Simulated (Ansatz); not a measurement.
# Run report: SnS, geometry relaxation (part 2 of 2)

Continued. System: SnS (8 atoms in the cell). Method: DFT PBEsol, scalar-relativistic, plane waves, PAW, no spin polarisation (Ansatz 0.2.0); cutoff 420 eV, 4×8×6 k-mesh, Gaussian smearing of 0.02 eV. The structure derives from an entry of the Crystallography Open Database.

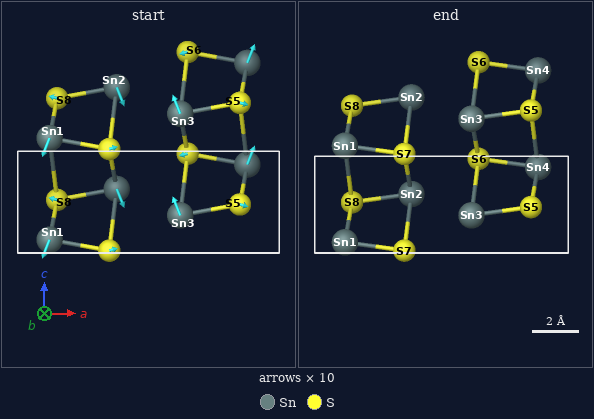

Fig. 1: Before (left) and after (right) the relaxation, at one scale (ball-and-stick view of the cell of the calculation, repeated 1 × 1 × 2, along the b axis). The teal arrows give the displacements (without the part carried along by the change of the cell), magnified 10 times. Over 7 geometry steps the energy falls by 20.2 meV per atom. The largest force component goes from 0.082 to 0.00087 eV/Å. The pressure goes from −2.83 to 0.00 GPa. The largest moves relative to the cell, 0.090 Å, are those of Sn1, Sn2, Sn3 and Sn4. Largest moves by element: Sn 0.090 Å, S 0.039 Å. Cell: a 11.446 → 11.095 Å (−3.1 %), b 4.023 → 3.985 Å (−1.0 %), c 4.454 → 4.233 Å (−5.0 %). Volume −8.8 %. Among the contacts that change: Sn1–S8 3.387 → 3.195 Å, Sn1–S7 2.657 → 2.630 Å. Among the angles that change: S7–Sn2–S7 72.9° → 77.2°, Sn2–S7–Sn2 72.9° → 77.2°, Sn1–S7–Sn2 87.2° → 89.4°. The space group stays Pnma (No. 62). A last SCF at the same geometry on a re-selected plane-wave basis shifts the energy by +0.4 meV per atom. (Atoms are counted from 1 in the order of the input.)

```
basis re-selected at this cell: Δ(F+E_penalty+E_count) = +2.827e-3 eV, ΔP = -0.003 GPa vs the last step (what re-selecting the basis moved, of the pressure what is left beyond the Pulay correction that the steps carried, after the strain that the cell walked since its last selection, with what the two solves' SCF thresholds leave and, on support functions, any second-order correction that the steps lacked; it is no measure of the basis error at this ecutwfc). The dense FFT grid was sized anew with the basis: this SCF ran on 75×27×30 points, the steps before it on 80×27×30, so part of this shift can come from that change (see relax.cell in the input reference). This SCF's stress stands 5.19e-3 GPa from its target on what of the cell is left free (relax.cell.stress_tol is 5.00e-2 GPa) and its largest allowed force component is 8.67e-4 eV/Å (relax.f_tol is 5.00e-3 eV/Å): within both
SCF converged after 5 iterations
Free energy (F): -27342.584196 eV
Harris-Foulkes:  -27342.584196 eV  (|F-HF|=0.00e0)
Internal energy: -27342.584196 eV  (E = F + TS)
E sigma→0 (E₀):  -27342.584196 eV
Fermi energy:    9.003535 eV
--- Per-component energies (eV) ---
  E_band       = -377.813917
  E_kinetic    = 1169.917262
  E_local      = -4169.844958  (includes V_loc(G=0)·N_el)
  E_nonlocal   = -8.221767
  E_hartree    = 2395.955548
  E_xc         = -1904.260750
  E_vxc        = -739.595385  (∫ρ·V_xc dr)
  E_paw        = -18586.942564  (= ΣΔE_a)
  E_vpaw       = -1421.980119  (= ΣTr[D̂ρ^β])
  E_aug_tail   = 0.000005  (compensation charges beyond the density's cutoff)
  E_ewald      = -6240.574128
  E_core_change = 1.387156  (= ΣΔE_core)
  E_smearing   = -0.000000  (= −TS)
  E_closure    = -0.000000  (closes the sum)
  Σ components = -27342.584196   (vs F -27342.584196, Δ=0.00e0)
--- Forces (eV/Å), atoms counted from 1 ---
  atom   1  Sn    -0.00064111    -0.00000000    -0.00035505
  atom   2  Sn     0.00064111    -0.00000000    -0.00035505
  atom   3  Sn    -0.00064111     0.00000000     0.00035505
  atom   4  Sn     0.00064111     0.00000000     0.00035505
  atom   5  S      0.00086713    -0.00000000    -0.00079691
  atom   6  S     -0.00086713    -0.00000000    -0.00079691
  atom   7  S      0.00086713     0.00000000     0.00079691
  atom   8  S     -0.00086713     0.00000000     0.00079691
  max |Σ_I F_I| component: 2.17e-19 eV/Å
--- Stress (GPa, compression-positive) ---
        0.005187       0.000000       0.000000
        0.000000       0.002133      -0.000000
        0.000000      -0.000000      -0.005177
  P = ⅓ Tr σ = 0.0007 GPa (0.007 kbar)
--- Band table (eV; the first three rows and the last of 60) ---
  k-point 0: bands = ["-12.6175", "-12.5927", "-12.5926", "-12.5827", "-12.5787", "-12.5753", "-12.5752", "-12.5730", "-12.5714", "-12.5685", "-12.5642", "-12.5605", "-12.5519", "-12.5473", "-12.5257", "-12.5216", "-12.5106", "-12.5081", "-12.4993", "-12.4853", "-5.3716", "-4.9868", "-4.0910", "-3.4855", "1.3440", "2.5507", "2.8603", "3.8814", "3.8880", "4.9234", "4.9577", "4.9987", "5.3863", "5.4673", "6.0462", "6.4384", "6.6544", "7.3390", "7.8190", "7.9674", "9.3744", "11.5890", "11.6295", "11.7432", "12.0596", "12.3601", "12.9534", "13.5272"]
  k-point 1: bands = ["-12.6148", "-12.5931", "-12.5910", "-12.5815", "-12.5812", "-12.5784", "-12.5725", "-12.5717", "-12.5714", "-12.5660", "-12.5635", "-12.5605", "-12.5503", "-12.5470", "-12.5265", "-12.5198", "-12.5126", "-12.5092", "-12.4982", "-12.4862", "-5.2284", "-4.8551", "-4.0575", "-3.5151", "0.8731", "2.2058", "2.5071", "3.1690", "3.5861", "5.0887", "5.1074", "5.5503", "5.6543", "6.1592", "6.1891", "6.7124", "6.8136", "7.5284", "7.9115", "7.9924", "9.5198", "10.7274", "11.6131", "11.7295", "11.7722", "11.9400", "12.8005", "13.0949"]
  k-point 2: bands = ["-12.6082", "-12.5955", "-12.5874", "-12.5856", "-12.5840", "-12.5808", "-12.5744", "-12.5710", "-12.5676", "-12.5620", "-12.5615", "-12.5538", "-12.5506", "-12.5445", "-12.5258", "-12.5169", "-12.5164", "-12.5113", "-12.4955", "-12.4886", "-4.8408", "-4.4973", "-4.0757", "-3.6729", "0.2729", "1.2315", "1.7401", "2.4718", "3.8259", "5.3106", "5.6014", "5.9839", "6.3432", "6.4287", "6.5299", "6.7460", "7.2387", "7.9651", "8.1696", "8.5781", "9.6669", "10.2412", "10.3975", "10.6031", "11.2261", "11.4299", "11.6816", "12.1497"]
  k-point 59: bands = ["-12.6133", "-12.6133", "-12.6133", "-12.6133", "-12.5732", "-12.5732", "-12.5732", "-12.5732", "-12.5547", "-12.5547", "-12.5547", "-12.5547", "-12.5278", "-12.5278", "-12.5278", "-12.5278", "-12.4997", "-12.4997", "-12.4997", "-12.4997", "-3.7005", "-3.7005", "-3.7005", "-3.7005", "1.7830", "1.7830", "1.7830", "1.7830", "3.6835", "3.6835", "3.6835", "3.6835", "4.5336", "4.5336", "4.5336", "4.5336", "6.8701", "6.8701", "6.8701", "6.8701", "11.1742", "11.1742", "11.1742", "11.1742", "13.3099", "13.3099", "13.3099", "13.3099"]
--- Relaxed structure (8 steps of the walk, 8 accepted, 1 SCFs on fresh bases) ---
  F+E_penalty+E_count = -27342.58419579 eV   max|allowed force component| = 8.671e-4 eV/Å   (the final SCF, on the basis selected at the relaxed cell)
  cell:  # Å, volume = 187.1567 Å³
    - [11.095026891214719, 0.0, 0.0]
    - [0.0, 3.9846606253965944, 0.0]
    - [0.0, 0.0, 4.233365380616268]
  atoms:
    - { symbol: Sn, position: [0.11853852919704426, 0.25, 0.1102377759791844] }
    - { symbol: Sn, position: [0.38146147080295584, 0.75, 0.6102377759791844] }
    - { symbol: Sn, position: [0.618538529197044, 0.25, 0.3897622240208157] }
    - { symbol: Sn, position: [0.8814614708029556, 0.75, 0.8897622240208156] }
    - { symbol: S, position: [0.8533233724404702, 0.25, 0.47509725203205216] }
    - { symbol: S, position: [0.6466766275595296, 0.75, 0.9750972520320524] }
    - { symbol: S, position: [0.3533233724404703, 0.25, 0.024902747967947784] }
    - { symbol: S, position: [0.14667662755952976, 0.75, 0.5249027479679478] }
```

Trajectory as extended XYZ (Å, eV, eV/Å), 9 frames, from step=1 to step=9:
```
8
Lattice="11.4455 0.0000 0.0000 0.0000 4.0233 0.0000 0.0000 0.0000 4.4542" Properties=species:S:1:pos:R:3:forces:R:3 step=1 energy=-27342.42560 pressure_GPa=-2.83
Sn    1.3911    1.0058    0.5791    0.0817   0.0000   0.0532
Sn    4.3316    3.0175    2.8062   -0.0817   0.0000   0.0532
Sn    7.1139    1.0058    1.6480    0.0817   0.0000  -0.0532
Sn   10.0544    3.0175    3.8751   -0.0817   0.0000  -0.0532
S     9.7275    1.0058    2.1266   -0.0462   0.0000   0.0490
S     7.4408    3.0175    4.3537    0.0462   0.0000   0.0490
S     4.0047    1.0058    0.1005   -0.0462   0.0000  -0.0490
S     1.7180    3.0175    2.3276    0.0462   0.0000  -0.0490
8
Lattice="10.8817 0.0000 0.0000 0.0000 3.8647 0.0000 0.0000 0.0000 4.2388" Properties=species:S:1:pos:R:3:forces:R:3 step=2 energy=-27342.50233 pressure_GPa=2.93
Sn    1.2593    0.9662    0.5079   -0.0693   0.0000  -0.0605
Sn    4.1815    2.8985    2.6272    0.0693   0.0000  -0.0605
Sn    6.7002    0.9662    1.6115   -0.0693   0.0000   0.0605
Sn    9.6224    2.8985    3.7309    0.0693   0.0000   0.0605
S     9.2915    0.9662    1.9739    0.0881   0.0000  -0.0272
S     7.0310    2.8985    4.0933   -0.0881   0.0000  -0.0272
S     3.8507    0.9662    0.1455    0.0881   0.0000   0.0272
S     1.5902    2.8985    2.2649   -0.0881   0.0000   0.0272
8
Lattice="11.1310 0.0000 0.0000 0.0000 3.9596 0.0000 0.0000 0.0000 4.3199" Properties=species:S:1:pos:R:3:forces:R:3 step=3 energy=-27342.57700 pressure_GPa=-0.39
Sn    1.3195    0.9899    0.5095   -0.0094   0.0000  -0.0173
Sn    4.2460    2.9697    2.6695    0.0094   0.0000  -0.0173
Sn    6.8850    0.9899    1.6504   -0.0094   0.0000   0.0173
Sn    9.8115    2.9697    3.8104    0.0094   0.0000   0.0173
S     9.4899    0.9899    2.0642    0.0043   0.0000  -0.0331
S     7.2066    2.9697    4.2242   -0.0043   0.0000  -0.0331
S     3.9244    0.9899    0.0957    0.0043   0.0000   0.0331
S     1.6411    2.9697    2.2557   -0.0043   0.0000   0.0331
8
Lattice="11.0867 0.0000 0.0000 0.0000 4.0125 0.0000 0.0000 0.0000 4.2076" Properties=species:S:1:pos:R:3:forces:R:3 step=4 energy=-27342.58215 pressure_GPa=0.04
Sn    1.3157    1.0031    0.4930   -0.0250   0.0000  -0.0409
Sn    4.2277    3.0093    2.5968    0.0250   0.0000  -0.0409
Sn    6.8590    1.0031    1.6108   -0.0250   0.0000   0.0409
Sn    9.7710    3.0093    3.7147    0.0250   0.0000   0.0409
S     9.4667    1.0031    1.9746   -0.0118   0.0000  -0.0047
S     7.1633    3.0093    4.0785    0.0118   0.0000  -0.0047
S     3.9234    1.0031    0.1292   -0.0118   0.0000   0.0047
S     1.6200    3.0093    2.2330    0.0118   0.0000   0.0047
8
Lattice="11.1251 0.0000 0.0000 0.0000 4.0024 0.0000 0.0000 0.0000 4.1920" Properties=species:S:1:pos:R:3:forces:R:3 step=5 energy=-27342.58289 pressure_GPa=-0.23
Sn    1.3242    1.0006    0.4257    0.0432   0.0000   0.0520
Sn    4.2383    3.0018    2.5217   -0.0432   0.0000   0.0520
Sn    6.8868    1.0006    1.6703    0.0432   0.0000  -0.0520
Sn    9.8009    3.0018    3.7663   -0.0432   0.0000  -0.0520
S     9.4957    1.0006    1.9853   -0.0190   0.0000   0.0560
S     7.1920    3.0018    4.0813    0.0190   0.0000   0.0560
S     3.9331    1.0006    0.1107   -0.0190   0.0000  -0.0560
S     1.6294    3.0018    2.2067    0.0190   0.0000  -0.0560
8
Lattice="11.1050 0.0000 0.0000 0.0000 3.9885 0.0000 0.0000 0.0000 4.2268" Properties=species:S:1:pos:R:3:forces:R:3 step=6 energy=-27342.58692 pressure_GPa=-0.04
Sn    1.3191    0.9971    0.4590    0.0013   0.0000   0.0040
Sn    4.2334    2.9913    2.5724   -0.0013   0.0000   0.0040
Sn    6.8716    0.9971    1.6544    0.0013   0.0000  -0.0040
Sn    9.7859    2.9913    3.7678   -0.0013   0.0000  -0.0040
S     9.4770    0.9971    2.0097   -0.0060   0.0000   0.0022
S     7.1805    2.9913    4.1231    0.0060   0.0000   0.0022
S     3.9245    0.9971    0.1037   -0.0060   0.0000  -0.0022
S     1.6280    2.9913    2.2171    0.0060   0.0000  -0.0022
8
Lattice="11.1009 0.0000 0.0000 0.0000 3.9838 0.0000 0.0000 0.0000 4.2318" Properties=species:S:1:pos:R:3:forces:R:3 step=7 energy=-27342.58698 pressure_GPa=0.02
Sn    1.3159    0.9959    0.4682   -0.0023   0.0000  -0.0003
Sn    4.2346    2.9878    2.5841    0.0023   0.0000  -0.0003
Sn    6.8663    0.9959    1.6477   -0.0023   0.0000   0.0003
Sn    9.7851    2.9878    3.7636    0.0023   0.0000   0.0003
S     9.4707    0.9959    2.0077    0.0077   0.0000   0.0027
S     7.1807    2.9878    4.1235   -0.0077   0.0000   0.0027
S     3.9202    0.9959    0.1082    0.0077   0.0000  -0.0027
S     1.6302    2.9878    2.2241   -0.0077   0.0000  -0.0027
8
Lattice="11.0950 0.0000 0.0000 0.0000 3.9847 0.0000 0.0000 0.0000 4.2334" Properties=species:S:1:pos:R:3:forces:R:3 step=8 energy=-27342.58702 pressure_GPa=0.00
Sn    1.3152    0.9962    0.4667   -0.0002   0.0000  -0.0001
Sn    4.2323    2.9885    2.5834    0.0002   0.0000  -0.0001
Sn    6.8627    0.9962    1.6500   -0.0002   0.0000   0.0001
Sn    9.7798    2.9885    3.7667    0.0002   0.0000   0.0001
S     9.4676    0.9962    2.0113    0.0005   0.0000  -0.0005
S     7.1749    2.9885    4.1279   -0.0005   0.0000  -0.0005
S     3.9201    0.9962    0.1054    0.0005   0.0000   0.0005
S     1.6274    2.9885    2.2221   -0.0005   0.0000   0.0005
8
Lattice="11.0950 0.0000 0.0000 0.0000 3.9847 0.0000 0.0000 0.0000 4.2334" Properties=species:S:1:pos:R:3:forces:R:3 step=9 energy=-27342.58420 pressure_GPa=0.00
Sn    1.3152    0.9962    0.4667   -0.0006   0.0000  -0.0004
Sn    4.2323    2.9885    2.5834    0.0006   0.0000  -0.0004
Sn    6.8627    0.9962    1.6500   -0.0006   0.0000   0.0004
Sn    9.7798    2.9885    3.7667    0.0006   0.0000   0.0004
S     9.4676    0.9962    2.0113    0.0009   0.0000  -0.0008
S     7.1749    2.9885    4.1279   -0.0009   0.0000  -0.0008
S     3.9201    0.9962    0.1054    0.0009   0.0000   0.0008
S     1.6274    2.9885    2.2221   -0.0009   0.0000   0.0008
```

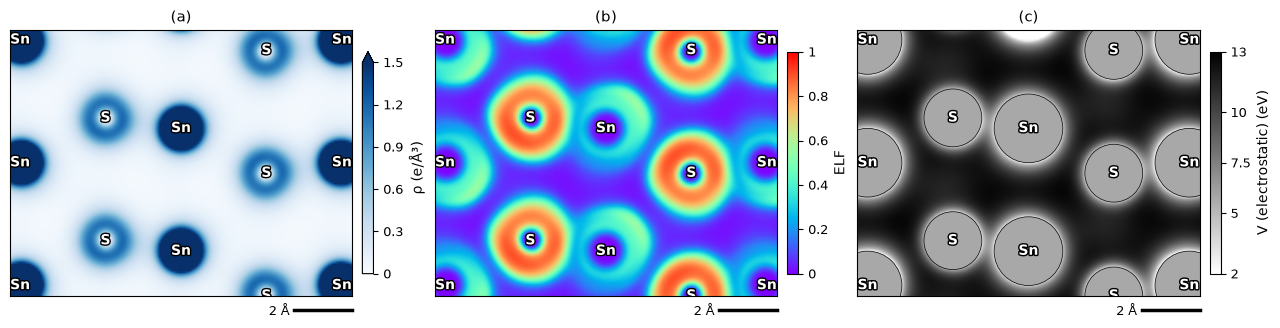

Fig. 2: (a) valence electron density; (b) electron localisation function; (c) electrostatic potential energy of an electron on the (010) plane of the conventional cell. Grey discs, where drawn, cover atomic cores. Atoms in the plane: Sn and S. Sn–S (2.63 Å): the density is about 0.39 e/Å³ at the midpoint; the ELF is about 0.50 at the midpoint. Away from the nuclei the density in this plane falls to 0.03 e/Å³ at its lowest. Outside the cores the potential energy rises away from the atoms and is highest about 1.9 Å from the nearest atoms; outside the discs it spans about 10 eV, and its zero is arbitrary. The fields are those of the smooth PAW valence density.

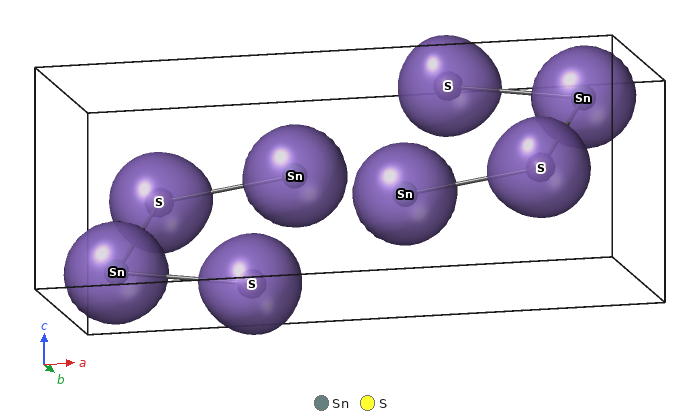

Fig. 3: Isosurface of the valence electron density at 0.6 e/Å³ (purple), seen at an oblique angle. Sticks mark near contacts. The outline is the cell set on symmetry axes. At this value the density breaks into separate islands; it holds about 65 % of the electrons treated as valence (semicore included). It is pinched off along the Sn–S (2.63 Å) and Sn–S (2.67 Å) contacts. On the grid the lowest density along these lines, outside the cores, is 0.38 e/Å³ (Sn–S, 2.63 Å) and 0.35 e/Å³ (Sn–S, 2.67 Å).

This output came from the following input.

Input:
```yaml
crystal:
  lattice:
    - [11.4455026898, 0.0, 0.0]
    - [0.0, 4.0232844605, 0.0]
    - [0.0, 0.0, 4.4542025305]
  atoms:
    - { symbol: Sn, position: [0.1215422486, 0.25, 0.1300059288] }
    - { symbol: Sn, position: [0.3784577514, 0.75, 0.6300059288] }
    - { symbol: Sn, position: [0.6215422486, 0.25, 0.3699940712] }
    - { symbol: Sn, position: [0.8784577514, 0.75, 0.8699940712] }
    - { symbol: S, position: [0.8498958702, 0.25, 0.4774433434] }
    - { symbol: S, position: [0.6501041298, 0.75, 0.9774433434] }
    - { symbol: S, position: [0.3498958702, 0.25, 0.0225566566] }
    - { symbol: S, position: [0.1501041298, 0.75, 0.5225566566] }
basis:
  ecutwfc: 420
kpoints:
  mp_grid: { grid: [4, 8, 6] }
hamiltonian:
  xc: pbesol
scf:
  occupations: { method: gaussian, width: 0.02 }
output:
  forces: true
  stress: true
  eigenvalues: true
  write_density: true
  write_potential: true
  elf: true
  volumetric_format: npy
relax:
  adjacent_minimum: "off"
  f_tol: 0.005
  max_steps: 50
  cell: { stress_tol: 0.05 }
```

Launch command:
```bash
ansatz run input.yaml --threads 4 --pin off --max-ram 10240MiB --backend cpu --events-out ev --progress --plain --runs-dir out
```

Summary:

```tsv
quantity	value
outcome	converged
space group (tolerance 0.01 Å)	Pnma (62)
electrons treated	80
free energy	−27342.5842 eV
Fermi energy	9.004 eV
gap on the k-point mesh	0.74 eV
pressure	0.00 GPa
final volume	187.16 Å³
largest force (length of the vector) at the end	0.001 eV/Å
final cell	a = 11.095 Å, b = 3.985 Å, c = 4.233 Å, α = 90.00°, β = 90.00°, γ = 90.00°
hardware	4 threads of Intel Xeon (Granite Rapids), 64 GiB of memory available, shared host
wall time	60 s (CPU time 3.8 min)
peak memory	0.9 GiB
```
